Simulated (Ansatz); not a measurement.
# Two runs on Ga₅N

System: Ga₅N (P-62m, 6 atoms in the cell).
Method of run 1: DFT PBE, scalar-relativistic, plane waves, PAW, spin-polarised (Ansatz 0.2.0).

The structure was made by a generator, so it may or may not be a known phase. Text and figures count atoms from 1; the logs count them from 0 in places.

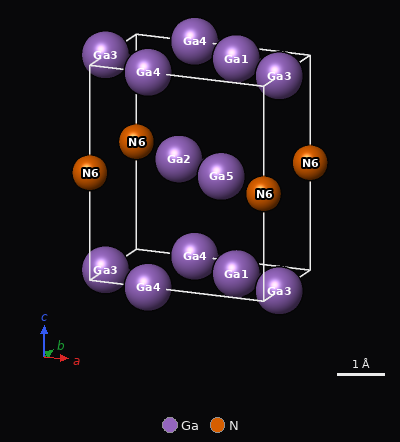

Figure 1. The input geometry (ball-and-stick view of the cell of the calculation, seen slightly off an axis; atoms are numbered from 1 in the order of the input). An atom can appear more than once, as a periodic image.

## Input, run 1
```yaml
crystal:
  lattice:
    - [5.02657097, 0.0, 0.0]
    - [-2.51328548, 4.35313815, 0.0]
    - [0.0, 0.0, 4.69747087]
  atoms:
    - { symbol: Ga, position: [0.66478544, 0.66478544, 0.0] }
    - { symbol: Ga, position: [0.33333333, 0.66666667, 0.5] }
    - { symbol: Ga, position: [0.0, 0.33521456, 0.0] }
    - { symbol: Ga, position: [0.33521456, 0.0, 0.0] }
    - { symbol: Ga, position: [0.66666667, 0.33333333, 0.5] }
    - { symbol: "N", position: [0.0, 0.0, 0.5], spin: 1.0 }
basis:
  ecutwfc: 420
kpoints:
  mp_grid: { grid: [6, 6, 4] }
hamiltonian:
  xc: pbe
scf:
  occupations: { method: gaussian, width: 0.1 }
  lower_state_search: "off"
output:
  forces: true
  stress: true
  eigenvalues: true
  populations: true
magnetization:
  spin_polarized: true
```

Command:
```bash
ansatz run input.yaml --threads 1 --pin off --max-ram 2560MiB --backend cpu --events-out ev --progress --plain --runs-dir out
```

Hardware: 1 thread of Intel Xeon @ 2.50GHz (Skylake/Cascade Lake), 189 GiB of memory available, shared host.

## Output, shortened to warnings, some set-up lines, iterations and results (run 1)
```
Basis set: ecut = 420 eV, 2085 PW (Γ), exchange–correlation on 72×72×64 points (8 copies of the dense FFT grid, shifted against one another)
Symmetry: 12 space group operations
k-points: 21 of 144 (time reversal used)
[...]
SCF iter   1: F=—  HF=-19296.092131 eV  |F-HF|=—  |Δ(HF+E_count)|=         —  Δρ=3.75e-2 (↑3.75e-2 ↓2.75e-2)  dr2=6.68e0  dr2_m=3.38e-2  M=0.659 μB ∫|m|=0.851 μB  β_m=0.30  …
SCF iter   2: F=—  HF=-19295.379457 eV  |F-HF|=—  |Δ(HF+E_count)|=   7.13e-1  Δρ=1.17e-2 (↑1.17e-2 ↓1.11e-2)  dr2=3.61e-1  dr2_m=1.39e-2  M=0.600 μB ∫|m|=0.821 μB  β_m=0.30  …
SCF iter   3: F=—  HF=-19295.339001 eV  |F-HF|=—  |Δ(HF+E_count)|=   4.05e-2  Δρ=8.62e-3 (↑8.62e-3 ↓8.55e-3)  dr2=2.07e-1  dr2_m=1.21e-2  M=0.565 μB ∫|m|=0.787 μB  β_m=0.30  …
SCF iter   4: F=—  HF=-19295.287457 eV  |F-HF|=—  |Δ(HF+E_count)|=   5.15e-2  Δρ=5.15e-3 (↑5.15e-3 ↓3.26e-3)  dr2=2.24e-2  dr2_m=1.16e-2  M=0.541 μB ∫|m|=0.743 μB  β_m=0.30  …
SCF iter   5: F=—  HF=-19295.291007 eV  |F-HF|=—  |Δ(HF+E_count)|=   3.55e-3  Δρ=4.31e-3 (↑3.33e-3 ↓4.31e-3)  dr2=7.45e-3  dr2_m=1.12e-2  M=0.498 μB ∫|m|=0.705 μB  β_m=0.30  …
[... 13 lines ...]
SCF iter  19: F=-19295.310733 eV  HF=-19295.310733 eV  |F-HF|=3.40e-9  |Δ(HF+E_count)|=   5.40e-8  Δρ=3.33e-6 (↑3.33e-6 ↓2.67e-6)  dr2=9.37e-9  dr2_m=7.12e-9  M=0.308 μB …
SCF iter  20: F=-19295.310733 eV  HF=-19295.310733 eV  |F-HF|=8.59e-9  |Δ(HF+E_count)|=   1.44e-8  Δρ=1.54e-6 (↑1.54e-6 ↓1.31e-6)  dr2=4.62e-9  dr2_m=1.13e-9  M=0.308 μB …
SCF iter  21: F=-19295.310733 eV  HF=-19295.310733 eV  |F-HF|=8.22e-10  |Δ(HF+E_count)|=  9.46e-10  Δρ=8.89e-7 (↑8.89e-7 ↓6.13e-7)  dr2=1.28e-9  dr2_m=3.80e-10  M=0.308 μB …
SCF iter  22: F=-19295.310733 eV  HF=-19295.310733 eV  |F-HF|=1.09e-11  |Δ(HF+E_count)|=  6.84e-10  Δρ=1.34e-7 (↑1.01e-7 ↓1.34e-7)  dr2=2.98e-11  dr2_m=6.05e-12  M=0.308 μB …
SCF 1 converged in 22 iterations: F = -19295.310733 eV  dr2 = 2.98e-11
SCF converged after 22 iterations
Magnetization: 0.3079 μB (35.1540 up, 34.8460 down)
Absolute magnetization: 0.3576 μB (∫|ρ↑−ρ↓|, with the PAW one-centre terms)
Spin contamination: 0.0242 ħ² per cell (⟨S²⟩ above its minimum at these occupations)
Per-site moments (μB) at R_I (Å): [(0.002831754915043294, 1.1889866635069448), (0.0012040020890811665, 1.1889866635069448), (0.002831754915042976, 1.1889866635069448), (0.0028317549150430965, 1.1889866635069448), (0.0012040020890810843, 1.1889866635069448), (0.28831515794160817, 1.1923829620534085)]
Free energy (F): -19295.310733 eV
Harris-Foulkes:  -19295.310733 eV  (|F-HF|=1.09e-11)
Internal energy: -19295.290013 eV  (E = F + TS)
E sigma→0 (E₀):  -19295.300373 eV
Entropy (-TS):   -0.020720 eV (-3.453 meV/atom)
Fermi energy:    9.130978 eV
--- Per-component energies (eV) ---
  E_band       = -190.575283
  E_kinetic    = 691.832820
  E_local      = -9183.417831  (includes V_loc(G=0)·N_el)
  E_nonlocal   = 2158.441261
  E_hartree    = 4275.344883
  E_xc         = -403.909810
  E_vxc        = -362.724613  (∫ρ·V_xc dr)
  E_paw        = -10053.197333  (= ΣΔE_a)
  E_vpaw       = -2045.396049  (= ΣTr[D̂ρ^β])
  E_aug_tail   = -0.000514  (compensation charges beyond the density's cutoff)
  E_ewald      = -6780.383489
  E_smearing   = -0.020720  (= −TS)
  E_closure    = 0.000000  (closes the sum)
  Σ components = -19295.310733   (vs F -19295.310733, Δ=0.00e0)
--- Forces (eV/Å), atoms counted from 1 ---
  atom   1  Ga     0.39492213     0.68402519     0.00000000
  atom   2  Ga    -0.00000000    -0.00000000     0.00000000
  atom   3  Ga     0.39492213    -0.68402519     0.00000000
  atom   4  Ga    -0.78984426     0.00000000     0.00000000
  atom   5  Ga    -0.00000000     0.00000000     0.00000000
  atom   6  N      0.00000000    -0.00000000     0.00000000
  max |Σ_I F_I| component: 1.76e-16 eV/Å
--- Stress (GPa, compression-positive) ---
       -2.624867       0.000000       0.000000
       -0.000000      -2.624867       0.000000
        0.000000       0.000000      -0.897825
  P = ⅓ Tr σ = -2.0492 GPa (-20.492 kbar)
--- Löwdin populations: 6 sites ---
  site symbol       q [e]    m [muB]
     0     Ga     12.8824     0.0015
     1     Ga     12.8519    -0.0051
     2     Ga     12.8824     0.0015
     3     Ga     12.8824     0.0015
     4     Ga     12.8519    -0.0051
     5      N      5.4971     0.3132
  spilling = 0.002169 (of n_electrons = 70.000000)
```

The input of run 2 differs as follows (lines with − go, lines with + come):
```diff
-    - { symbol: "N", position: [0.0, 0.0, 0.5], spin: 1.0 }
+    - { symbol: "N", position: [0.0, 0.0, 0.5] }
-  populations: true
-magnetization:
-  spin_polarized: true
```

How does run 2 compare with run 1?

With the same functional and potentials, run 2 lies 0.33 meV per atom higher. The largest force goes from 0.790 to 0.827 eV/Å. The SCF takes 8 iterations against 22. On the same kind of shared host run 2 took about 0.23 times as long.

## Output, shortened to warnings, some set-up lines, iterations and results (run 2)
```
Basis set: ecut = 420 eV, 2085 PW (Γ), exchange–correlation on 72×72×64 points (8 copies of the dense FFT grid, shifted against one another)
Symmetry: 12 space group operations
k-points: 21 of 144 (time reversal used)
Initial density: superposition of atomic densities (neutral atoms: chi_scale 0, normalization atom), corrected by the library's trained network
[...]
SCF iter   1: F=—  HF=-19295.314784 eV  |F-HF|=—  |Δ(HF+E_count)|=         —  Δρ=2.95e-3  dr2=1.94e-2  ethr=1.77e-3  ⟨swp⟩=5.8  Hψ=3120  notcnv=0
SCF iter   2: F=—  HF=-19295.310541 eV  |F-HF|=—  |Δ(HF+E_count)|=   4.24e-3  Δρ=2.00e-3  dr2=8.62e-3  ethr=2.77e-5  ⟨swp⟩=2.2  Hψ=1597  notcnv=0  defer=1
SCF iter   3: F=—  HF=-19295.310254 eV  |F-HF|=—  |Δ(HF+E_count)|=   2.88e-4  Δρ=1.27e-3  dr2=1.97e-3  ethr=1.23e-5  ⟨swp⟩=2.0  Hψ=1571  notcnv=0  defer=1
SCF iter   4: F=—  HF=-19295.308888 eV  |F-HF|=—  |Δ(HF+E_count)|=   1.37e-3  Δρ=5.82e-4  dr2=4.10e-4  ethr=2.82e-6  ⟨swp⟩=2.0  Hψ=1571  notcnv=0  defer=1
SCF iter   5: F=—  HF=-19295.308787 eV  |F-HF|=—  |Δ(HF+E_count)|=   1.01e-4  Δρ=1.20e-4  dr2=1.95e-5  ethr=5.86e-7  ⟨swp⟩=2.0  Hψ=1580  notcnv=0  defer=1
SCF iter   6: F=—  HF=-19295.308747 eV  |F-HF|=—  |Δ(HF+E_count)|=   4.02e-5  Δρ=3.11e-5  dr2=7.00e-7  ethr=2.79e-8  ⟨swp⟩=2.0  Hψ=1587  notcnv=0  defer=1
SCF iter   7: F=—  HF=-19295.308747 eV  |F-HF|=—  |Δ(HF+E_count)|=   2.48e-7  Δρ=2.45e-5  dr2=3.31e-7  ethr=1.43e-10  ⟨swp⟩=8.5  Hψ=4152  notcnv=0
SCF iter   8: F=-19295.308747 eV  HF=-19295.308747 eV  |F-HF|=1.12e-7  |Δ(HF+E_count)|=   2.43e-7  Δρ=1.16e-5  dr2=7.60e-8  ethr=1.43e-10  ⟨swp⟩=3.0  Hψ=3833  notcnv=0
SCF 1 converged in 8 iterations: F = -19295.308747 eV  dr2 = 7.60e-8
SCF converged after 8 iterations
Free energy (F): -19295.308747 eV
Harris-Foulkes:  -19295.308747 eV  (|F-HF|=1.12e-7)
Internal energy: -19295.285391 eV  (E = F + TS)
E sigma→0 (E₀):  -19295.297069 eV
Entropy (-TS):   -0.023355 eV (-3.893 meV/atom)
Fermi energy:    9.115036 eV
--- Per-component energies (eV) ---
  E_band       = -190.628964
  E_kinetic    = 691.793157
  E_local      = -9183.239917  (includes V_loc(G=0)·N_el)
  E_nonlocal   = 2158.383831
  E_hartree    = 4275.195668
  E_xc         = -403.910934
  E_vxc        = -362.721242  (∫ρ·V_xc dr)
  E_paw        = -10053.123193  (= ΣΔE_a)
  E_vpaw       = -2045.267793  (= ΣTr[D̂ρ^β])
  E_aug_tail   = -0.000514  (compensation charges beyond the density's cutoff)
  E_ewald      = -6780.383489
  E_smearing   = -0.023355  (= −TS)
  E_closure    = 0.000000  (closes the sum)
  Σ components = -19295.308747   (vs F -19295.308747, Δ=0.00e0)
--- Forces (eV/Å), atoms counted from 1 ---
  atom   1  Ga     0.41360009     0.71637636     0.00000000
  atom   2  Ga    -0.00000000     0.00000000     0.00000000
  atom   3  Ga     0.41360008    -0.71637636     0.00000000
  atom   4  Ga    -0.82720017     0.00000000     0.00000000
  atom   5  Ga    -0.00000000     0.00000000     0.00000000
  atom   6  N      0.00000000    -0.00000000     0.00000000
  max |Σ_I F_I| component: 1.63e-16 eV/Å
--- Stress (GPa, compression-positive) ---
       -2.778925       0.000000       0.000000
       -0.000000      -2.778925       0.000000
        0.000000       0.000000      -0.661973
  P = ⅓ Tr σ = -2.0733 GPa (-20.733 kbar)
```

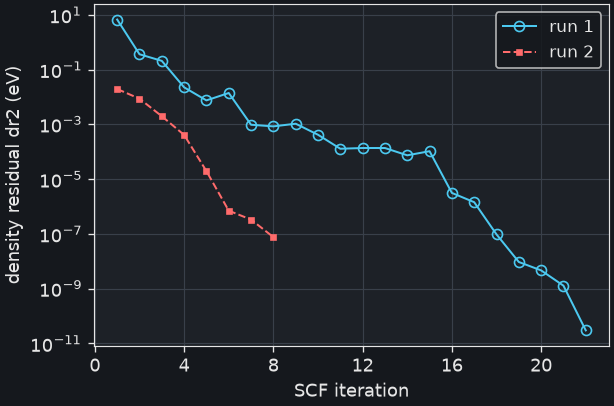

Figure 2. Convergence of the two runs: density residual dr2 against the SCF iteration. Run 1 takes 22 iterations in all, and run 2 takes 8.

## The two runs side by side

```tsv
quantity	run 1	run 2
outcome	converged	converged
free energy per atom (eV)	−3215.8851	−3215.8848
energy per atom, smearing taken to zero (eV)	−3215.8834	−3215.8828
gap on the mesh (eV)	0.00	0.00
net moment of the cell (μB)	0.31	–
absolute moment of the cell (μB)	0.36	–
pressure (GPa)	−2.05	−2.07
largest force (eV/Å)	0.790	0.827
SCF iterations	22	8
irreducible k-points	21	21
plane waves at Γ	2085	2085
wall time (shared host)	65 s	15 s
```
